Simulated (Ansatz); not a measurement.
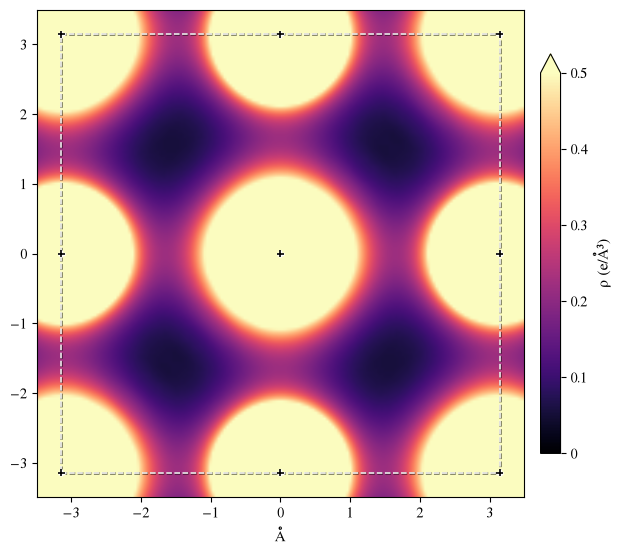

The valence charge density (pseudo) on a plane through atoms (crosses mark nuclei in the plane).

Level of theory: Kohn-Sham DFT of a periodic cell, PBEsol, Ansatz PAW (Ansatz 0.2.0).

Candidates:
A. SnTe, a = 6.28 Å, b = 6.28 Å, c = 6.28 Å, α = 90.00°, β = 90.00°, γ = 90.00°. Space group Fm-3m.
B. Ta, a = 2.79 Å, b = 2.79 Å, c = 4.95 Å, α = 90.00°, β = 90.00°, γ = 120.00°. Space group P6₃/mmc; a structure from a database of computed crystals, not necessarily the ambient phase; computed pressure about 20 GPa in this cell.
C. CuO, a = 4.03 Å, b = 4.36 Å, c = 5.22 Å, α = 90.00°, β = 90.00°, γ = 90.00°. Space group Cccm; a structure from a database of computed crystals, not necessarily the ambient phase; computed pressure about −11 GPa in this cell.

> Which candidate gave the map?

Candidate A: SnTe on the (010) plane of the conventional cell, which holds Te and Sn. Sn–Te (3.14 Å): the density is about 0.23 e/Å³ at the midpoint.
